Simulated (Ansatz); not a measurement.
# Single-point calculation, with input and output: PtTe₂ (part 1 of 2)

PtTe₂ (slab, 12 atoms in the cell), computed with DFT PBE+D3(BJ), spin-orbit coupling, plane waves, PAW (Ansatz 0.2.0).

The structure derives from an entry of the Crystallography Open Database.

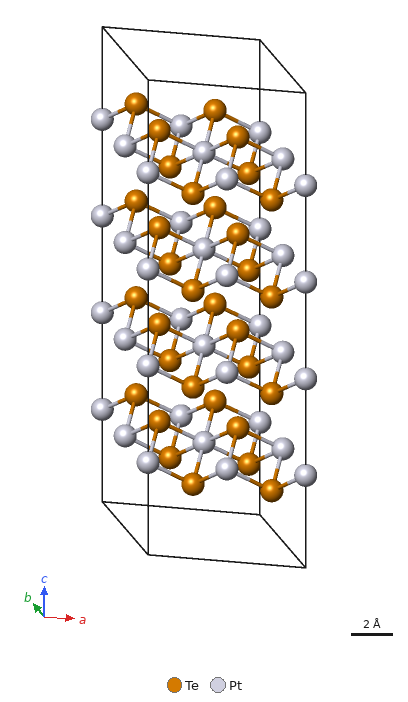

**Figure 1.** The structure (ball-and-stick view of the 2 × 2 repeat of the cell, with the vacuum cut short, seen slightly off an axis). An atom can appear more than once, as a periodic image. Near neighbours in the periodic cell (some may lie outside the picture): Te has 3 Pt at 2.69 to 2.71 Å; Pt has 6 Te at 2.69 to 2.71 Å.

Input file
```yaml
crystal:
  lattice:
    - [4.0336594709, 0.0, 0.0]
    - [-2.0168297355, 3.493251572, 0.0]
    - [0.0, 0.0, 62.006987826]
  atoms:
    - { symbol: Te, position: [0.6666666667, 0.3333333333, 0.3537635891] }
    - { symbol: Pt, position: [0.0, 0.0, 0.376247373] }
    - { symbol: Te, position: [0.3333333333, 0.6666666667, 0.3980284601] }
    - { symbol: Te, position: [0.6666666667, 0.3333333333, 0.4366583776] }
    - { symbol: Pt, position: [0.0, 0.0, 0.4586945921] }
    - { symbol: Te, position: [0.3333333333, 0.6666666667, 0.480828745] }
    - { symbol: Te, position: [0.6666666667, 0.3333333333, 0.519171255] }
    - { symbol: Pt, position: [0.0, 0.0, 0.5413054079] }
    - { symbol: Te, position: [0.3333333333, 0.6666666667, 0.5633416224] }
    - { symbol: Te, position: [0.6666666667, 0.3333333333, 0.6019715399] }
    - { symbol: Pt, position: [0.0, 0.0, 0.623752627] }
    - { symbol: Te, position: [0.3333333333, 0.6666666667, 0.6462364109] }
  periodic: [true, true, false]
basis:
  ecutwfc: 420
kpoints:
  mp_grid: { grid: [12, 12, 1] }
  band_path:
    path:
      - [0.0, 0.0, 0.0]
      - [0.05, 0.0, 0.0]
      - [0.1, 0.0, 0.0]
      - [0.15, 0.0, 0.0]
      - [0.2, 0.0, 0.0]
      - [0.25, 0.0, 0.0]
      - [0.3, 0.0, 0.0]
      - [0.35, 0.0, 0.0]
      - [0.4, 0.0, 0.0]
      - [0.45, 0.0, 0.0]
      - [0.5, 0.0, 0.0]
      - [0.4833333333, 0.0333333333, 0.0]
      - [0.4666666667, 0.0666666667, 0.0]
      - [0.45, 0.1, 0.0]
      - [0.4333333333, 0.1333333333, 0.0]
      - [0.4166666667, 0.1666666667, 0.0]
      - [0.4, 0.2, 0.0]
      - [0.3833333333, 0.2333333333, 0.0]
      - [0.3666666667, 0.2666666667, 0.0]
      - [0.35, 0.3, 0.0]
      - [0.3333333333, 0.3333333333, 0.0]
      - [0.3, 0.3, 0.0]
      - [0.2666666667, 0.2666666667, 0.0]
      - [0.2333333333, 0.2333333333, 0.0]
      - [0.2, 0.2, 0.0]
      - [0.1666666667, 0.1666666667, 0.0]
      - [0.1333333333, 0.1333333333, 0.0]
      - [0.1, 0.1, 0.0]
      - [0.0666666667, 0.0666666667, 0.0]
      - [0.0333333333, 0.0333333333, 0.0]
    npoints: 1
hamiltonian:
  xc: pbe
  dispersion: d3bj
scf:
  occupations: { method: gaussian, width: 0.1 }
  n_extra_bands: 12
output:
  eigenvalues: true
  write_density: true
  write_potential: true
  elf: true
  volumetric_format: npy
magnetization:
  noncollinear: true
  spin_orbit: true
```

Launched with:
```bash
ansatz run input.yaml --threads 8 --pin off --max-ram 22528MiB --backend cpu --events-out ev --progress --plain --runs-dir out
```

Output
```
scf.n_extra_bands = 12 over 200 filled bands (N_el = 200.0): the run solves 212 bands
Engine: ansatz 0.2.0, aarch64-unknown-linux-gnu
Pseudopotentials: kind: paw_fr
Pseudopotential: Te, paw_fr, valence charge 16, recommended cutoff 420 eV (normal), Te.paw.azcp#standard-fr
Pseudopotential: Pt, paw_fr, valence charge 18, recommended cutoff 420 eV (normal), Pt.paw.azcp#standard-fr
Functional definition: PBE
  parameter kappa = 0.804
  parameter beta = 0.06672455060314922
  exchange = pbe_x(kappa = kappa, mu = beta*pi^2/3)
  correlation = pbe_c(beta = beta)
non-collinear run that drives no moment, with spin-orbit: no starting moment large enough to seed its density (crystal.atoms[].spin), no starting occupations that ask for one, no magnetisation constraint and no magnetic field, so the semilocal B_xc is pinned to zero
Crystal: 12 atoms, lattice volume = 873.715 Å³
Basis set: ecut = 420 eV, 17139 PW (Γ)
Bands: 212, of which v1, the nominal top of the filled ones, is band 200 counted from 1 (199 counted from 0)
Symmetry: 12 space group operations + 12 with time reversal
Magnetic group: BNS 164.86 (UNI 1316), of the structure as read, at distance tolerance 9.6e-5 Å
k-points: 19 of 144
Projection manifold: j_resolved (fully-relativistic pseudo-atomic orbitals)
Non-local potential: Te, projectors of the file, l = 0: 2, l = 1: 4, l = 2: 4, l = 3: 4
Non-local potential: Pt, projectors of the file, l = 0: 3, l = 1: 4, l = 2: 4, l = 3: 2
PAW form: soft (Blöchl's): semilocal exchange-correlation on the pseudo side does not see the compensation charge
PAW one-centre angular grid: Te, 590 points (default); XC on 64 Gauss nodes
PAW one-centre angular grid: Pt, 590 points (default); XC on 64 Gauss nodes
Initial density: superposition of atomic densities (neutral atoms: chi_scale 0, normalization atom)
Initial wavefunctions: pseudopotential atomic-orbital guess
Functional: x = pbe(κ = 0.804, μ = 0.2195149727645171), c = pbe(β = 0.06672455060314922)
SCF iter   1: F=—  HF=-106103.639164 eV  |F-HF|=—  |Δ(HF+E_count)|=         —  Δρ=3.24e-2  dr2=8.30e0  dr2_m=0.00e0 (ungated)  ethr=3.10e-3  |M|=0.00e0 ∫|m|=0.00e0 μB  |m|>n=0.0e0 m-floor=0.0e0 τ_xc=0.0e0  β_m=1.00  ⟨swp⟩=10.3  Hψ=12601  notcnv=0
preconditioner: auto → LDOS  [metal: Δε(μ)=0.019 eV  Ē_g=6.271 eV  σ=0.100 eV  W_gap=0.11  n_scr=180 (ndim 8)  ℏωp=11.8 eV  f_vac=0.650  D(μ)=5.56/eV (n_scr^D=20)  β→1.0]
spin=Noncollinear: LDOS preconditioning applied to the charge; magnetization (m_x, m_y, m_z) channels mix plain (no charge-response kernel on spin).
SCF iter   2: F=—  HF=-106102.663820 eV  |F-HF|=—  |Δ(HF+E_count)|=   9.75e-1  Δρ=1.48e-2  dr2=1.93e0  dr2_m=0.00e0 (ungated)  ethr=3.10e-3  |M|=0.00e0 ∫|m|=0.00e0 μB  |m|>n=0.0e0 m-floor=0.0e0 τ_xc=0.0e0  β_m=0.85  ⟨swp⟩=3.0  Hψ=5177  notcnv=0  defer=70
SCF iter   3: F=—  HF=-106102.182921 eV  |F-HF|=—  |Δ(HF+E_count)|=   4.81e-1  Δρ=3.42e-3  dr2=1.34e-1  dr2_m=0.00e0 (ungated)  ethr=9.65e-4  |M|=0.00e0 ∫|m|=0.00e0 μB  |m|>n=0.0e0 m-floor=0.0e0 τ_xc=0.0e0  β_m=0.75  ⟨swp⟩=3.1  Hψ=4742  notcnv=0  defer=70
SCF iter   4: F=—  HF=-106102.150059 eV  |F-HF|=—  |Δ(HF+E_count)|=   3.29e-2  Δρ=1.02e-3  dr2=1.86e-2  dr2_m=0.00e0 (ungated)  ethr=6.72e-5  |M|=0.00e0 ∫|m|=0.00e0 μB  |m|>n=0.0e0 m-floor=0.0e0 τ_xc=0.0e0  β_m=0.64  ⟨swp⟩=3.4  Hψ=4916  notcnv=0  defer=72
SCF iter   5: F=—  HF=-106102.147310 eV  |F-HF|=—  |Δ(HF+E_count)|=   2.75e-3  Δρ=2.59e-4  dr2=2.14e-3  dr2_m=0.00e0 (ungated)  ethr=9.30e-6  |M|=0.00e0 ∫|m|=0.00e0 μB  |m|>n=0.0e0 m-floor=0.0e0 τ_xc=0.0e0  β_m=0.76  ⟨swp⟩=3.0  Hψ=4242  notcnv=0  defer=72
SCF iter   6: F=—  HF=-106102.147607 eV  |F-HF|=—  |Δ(HF+E_count)|=   2.97e-4  Δρ=6.19e-5  dr2=1.80e-4  dr2_m=0.00e0 (ungated)  ethr=1.07e-6  |M|=0.00e0 ∫|m|=0.00e0 μB  |m|>n=0.0e0 m-floor=0.0e0 τ_xc=0.0e0  β_m=0.69  ⟨swp⟩=2.9  Hψ=3517  notcnv=0  defer=72
SCF iter   7: F=—  HF=-106102.147624 eV  |F-HF|=—  |Δ(HF+E_count)|=   1.61e-5  Δρ=2.41e-5  dr2=1.24e-5  dr2_m=0.00e0 (ungated)  ethr=9.02e-8  |M|=0.00e0 ∫|m|=0.00e0 μB  |m|>n=0.0e0 m-floor=0.0e0 τ_xc=0.0e0  β_m=0.71  ⟨swp⟩=3.4  Hψ=4012  notcnv=0  defer=72
SCF iter   8: F=—  HF=-106102.148143 eV  |F-HF|=—  |Δ(HF+E_count)|=   5.20e-4  Δρ=7.87e-6  dr2=1.09e-6  dr2_m=0.00e0 (ungated)  ethr=6.18e-9  |M|=0.00e0 ∫|m|=0.00e0 μB  |m|>n=0.0e0 m-floor=0.0e0 τ_xc=0.0e0  β_m=0.65  ⟨swp⟩=3.6  Hψ=5024  notcnv=0  defer=72
iter 9 met the thresholds in force, and the SCF goes on: an eigenvalue changes by 33.97 meV, over its tolerance of 10.00 meV (output.eigenvalues, Limitations)
SCF iter   9: F=-106102.148144 eV  HF=-106102.148144 eV  |F-HF|=1.15e-7  |Δ(HF+E_count)|=   1.99e-7  Δρ=2.61e-6  dr2=7.71e-8  dr2_m=0.00e0 (ungated)  ethr=5.00e-11  |M|=0.00e0 ∫|m|=0.00e0 μB  |m|>n=0.0e0 m-floor=0.0e0 τ_xc=0.0e0  β_m=0.73  ⟨swp⟩=12.8  Hψ=12781  notcnv=0
iter 10 met the thresholds in force, and the SCF goes on: an eigenvalue changes by 33.97 meV, over its tolerance of 10.00 meV (output.eigenvalues, Limitations)
SCF iter  10: F=-106102.148144 eV  HF=-106102.148144 eV  |F-HF|=7.36e-9  |Δ(HF+E_count)|=   1.41e-7  Δρ=7.75e-7  dr2=8.51e-9  dr2_m=0.00e0 (ungated)  ethr=3.85e-11  |M|=0.00e0 ∫|m|=0.00e0 μB  |m|>n=0.0e0 m-floor=0.0e0 τ_xc=0.0e0  β_m=0.79  ⟨swp⟩=2.0  Hψ=6147  notcnv=0
SCF iter  11: F=-106102.148144 eV  HF=-106102.148144 eV  |F-HF|=2.91e-10  |Δ(HF+E_count)|=   1.59e-8  Δρ=2.89e-7  dr2=1.14e-9  dr2_m=0.00e0 (ungated)  ethr=4.26e-12  |M|=0.00e0 ∫|m|=0.00e0 μB  |m|>n=0.0e0 m-floor=0.0e0 τ_xc=0.0e0  ⟨swp⟩=2.4  Hψ=6921  notcnv=0
SCF 1 converged in 11 iterations: F = -106102.148144 eV  dr2 = 1.14e-9
  greatest PAW one-centre occupation: 1.000 electrons in one spin orbital (limit 2), on the Pt atom at site 10 (counted from 0), in its partial waves of l = 0
```

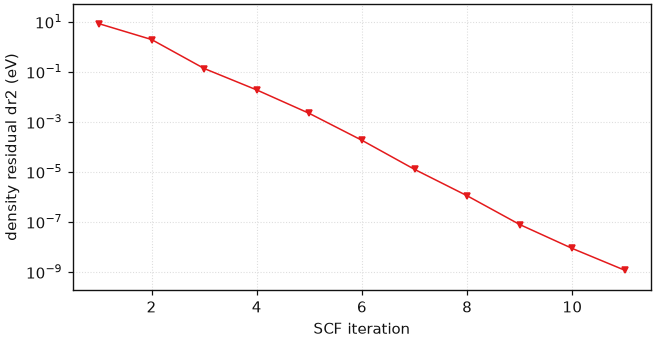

**Figure 2.** Convergence of the self-consistent field: density residual dr2 against the SCF iteration. The residual falls at every step.

```
NSCF: frozen V_eff on 30 k-points
WARN: The output density's exchange-correlation potential varies sharply where the density is thin. Do not read a vacuum level from v_tot or v_xc, or from such a field of the output density. On a cell that repeats whose density bears no net charge and no dipole along the vacuum's axis use v_es (v_loc + v_h of the components); under efield.dipole_correction with no amplitude use v_es + v_field, which holds any external_charges[].barrier, or the levels of the report's work_function block, which leave it out; under a non-zero efield.amplitude the vacuum is tilted and has no level; on a cell that repeats and bears such a dipole with no correction it is tilted too, and efield.dipole_correction with no amplitude gives each side of its ramp a level where efield: is served; in a cell that repeats whose density bears a net charge (total_charge, or a fill off its count) it is curved and has none; of a slab under crystal.periodic whose density bears no net charge use v_es, which has a level on each side, short of where the two are joined; of another it falls or rises all the way out and has none; of a slab beside external_charges read slab_vacuum_level instead, which it has where they leave it neutral. The grid or the basis barely resolves most such structure, and the values can differ between equally converged runs; as a rule a tighter scf.convergence.dr2_threshold does not remove it. Where the density itself ripples (under the LDA too) a higher basis.ecutwfc lessens it. The files hold the spikes' plane waves up to the density's cutoff. Files: v_tot_of_output_density and the like, and their columns of v_z.tsv (output.write_potential); v_xc_of_output_density and the like, and their columns of v_comp_z.tsv (output.write_potential_components). Measured: with its Gaussian average of σ = 0.25 Å subtracted twice, the exchange-correlation potential is over 0.1 eV at 1504 of the grid points where the equally averaged density (valence and model cores) is under 1e-3 e/Å³, and 0.578 eV at the most among them, at an averaged density of 4.3e-7 e/Å³. The input density's (outcome.potential() and, of a run that writes arrays, v_tot and v_xc) is over 0.1 eV, so measured, at 1496 points of its own thin density, 0.579 eV at the most. See output.write_potential in the manual, Limitations
SCF converged after 11 iterations
an eigenvalue changed by more than its tolerance at an iteration that met the thresholds in force, so the SCF went on 2 times: the last check was not made
the last check of whether an eigenvalue changes by more than its tolerance under the output density was not made (no_room)
Magnetization: |M| = 0.0000 μB,  M = (+0.0000, +0.0000, +0.0000) μB
Absolute magnetization: 0.0000 μB (∫|m|)
  site 0: m = (+0.0000, +0.0000, +0.0000) μB, |m| = 0.0000 μB  (R = 1.12 Å)
  site 1: m = (+0.0000, +0.0000, +0.0000) μB, |m| = 0.0000 μB  (R = 1.11 Å)
  site 2: m = (+0.0000, +0.0000, +0.0000) μB, |m| = 0.0000 μB  (R = 1.11 Å)
  site 3: m = (+0.0000, +0.0000, +0.0000) μB, |m| = 0.0000 μB  (R = 1.11 Å)
  site 4: m = (+0.0000, +0.0000, +0.0000) μB, |m| = 0.0000 μB  (R = 1.11 Å)
  site 5: m = (+0.0000, +0.0000, +0.0000) μB, |m| = 0.0000 μB  (R = 1.12 Å)
  site 6: m = (+0.0000, +0.0000, +0.0000) μB, |m| = 0.0000 μB  (R = 1.12 Å)
  site 7: m = (+0.0000, +0.0000, +0.0000) μB, |m| = 0.0000 μB  (R = 1.11 Å)
  site 8: m = (+0.0000, +0.0000, +0.0000) μB, |m| = 0.0000 μB  (R = 1.11 Å)
  site 9: m = (+0.0000, +0.0000, +0.0000) μB, |m| = 0.0000 μB  (R = 1.11 Å)
  site 10: m = (+0.0000, +0.0000, +0.0000) μB, |m| = 0.0000 μB  (R = 1.11 Å)
  site 11: m = (+0.0000, +0.0000, +0.0000) μB, |m| = 0.0000 μB  (R = 1.12 Å)
Free energy (F): -106102.148144 eV
Harris-Foulkes:  -106102.148144 eV  (|F-HF|=2.91e-10)
Internal energy: -106102.119484 eV  (E = F + TS)
E sigma→0 (E₀):  -106102.133814 eV
Entropy (-TS):   -0.028660 eV (-2.388 meV/atom)
Fermi energy:    -4.313504 eV
--- Per-component energies (eV) ---
  E_band       = -6434.455614
  E_kinetic    = 4005.583007
  E_local      = -2265051.461190  (includes V_loc(G=0)·N_el)
  E_nonlocal   = -1729.596009
  E_hartree    = 1131286.845303
  E_xc         = -2048.374616
  E_vxc        = -2053.513362  (∫ρ·V_xc dr)
  E_paw        = -75246.181315  (= ΣΔE_a)
  E_vpaw       = -4179.160700  (= ΣTr[D̂ρ^β])
  E_aug_tail   = -0.000700  (compensation charges beyond the density's cutoff)
  E_ewald      = 1102687.136655
  E_disp       = -6.070620  (pairwise vdW)
  E_smearing   = -0.028660  (= −TS)
  E_closure    = -0.000000  (closes the sum)
  Σ components = -106102.148144   (vs F -106102.148144, Δ=0.00e0)
--- Band table (eV; the first three rows and the last of 19) ---
  k-point 0: bands = ["-103.3609", "-103.3609", "-103.3609", "-103.3609", "-103.3299", "-103.3299", "-103.3299", "-103.3299", "-68.7086", "-68.7086", "-68.7086", "-68.7086", "-68.6818", "-68.6818", "-68.6818", "-68.6818", "-53.7717", "-53.7717", "-53.7716", "-53.7716", "-53.7490", "-53.7490", "-53.7489", "-53.7489", "-53.7231", "-53.7231", "-53.7231", "-53.7231", "-53.7043", "-53.7043", "-53.7043", "-53.7043", "-42.7850", "-42.7850", "-42.7850", "-42.7850", "-42.7790", "-42.7790", "-42.7790", "-42.7790",
      "-42.7719", "-42.7719", "-42.7679", "-42.7679", "-42.7647", "-42.7647", "-42.7644", "-42.7644", "-42.7532", "-42.7532", "-42.7529", "-42.7529", "-42.7520", "-42.7520", "-42.7519", "-42.7519", "-42.5038", "-42.5038", "-42.5038", "-42.5038", "-42.4653", "-42.4653", "-42.4653", "-42.4653", "-41.3222", "-41.3222", "-41.3222", "-41.3222", "-41.3205", "-41.3205", "-41.3204", "-41.3204", "-41.3140", "-41.3140", "-41.3140", "-41.3140", "-41.3115", "-41.3115", "-41.3105", "-41.3105",
      "-41.3048", "-41.3048", "-41.2992", "-41.2992", "-41.2977", "-41.2977", "-41.2973", "-41.2973", "-41.2903", "-41.2903", "-41.2903", "-41.2903", "-41.2869", "-41.2869", "-41.2860", "-41.2860", "-41.2858", "-41.2858", "-41.2856", "-41.2856", "-41.0481", "-41.0481", "-41.0481", "-41.0481", "-41.0144", "-41.0144", "-41.0144", "-41.0144", "-40.9973", "-40.9973", "-40.9973", "-40.9973", "-18.3923", "-18.3923", "-18.1601", "-18.1601", "-17.8158", "-17.8158", "-17.4547", "-17.4547",
      "-16.6180", "-16.6180", "-16.0174", "-16.0174", "-15.4601", "-15.4601", "-15.0353", "-15.0353", "-10.9828", "-10.9828", "-10.3813", "-10.3813", "-10.2685", "-10.2685", "-10.2291", "-10.2291", "-10.1834", "-10.1834", "-10.1755", "-10.1755", "-10.0411", "-10.0411", "-9.9926", "-9.9926", "-9.9477", "-9.9477", "-9.9330", "-9.9330", "-9.6680", "-9.6680", "-9.1756", "-9.1756", "-8.3260", "-8.3260", "-8.2795", "-8.2795", "-8.1996", "-8.1996", "-8.0812", "-8.0812",
      "-8.0247", "-8.0247", "-8.0038", "-8.0038", "-7.9790", "-7.9790", "-7.9744", "-7.9744", "-6.9093", "-6.9093", "-6.8669", "-6.8669", "-6.8625", "-6.8625", "-6.3754", "-6.3754", "-6.3751", "-6.3751", "-5.7918", "-5.7918", "-5.7650", "-5.7650", "-5.4679", "-5.4679", "-5.4383", "-5.4383", "-5.2205", "-5.2205", "-4.9567", "-4.9567", "-4.8411", "-4.8411", "-4.6346", "-4.6346", "-4.4245", "-4.4245", "-3.9613", "-3.9613", "-3.4142", "-3.4142",
      "-3.2382", "-3.2382", "-3.1407", "-3.1407", "-2.9661", "-2.9661", "-2.7796", "-2.7796", "-2.6114", "-2.6114", "-2.3480", "-2.3480"]
```
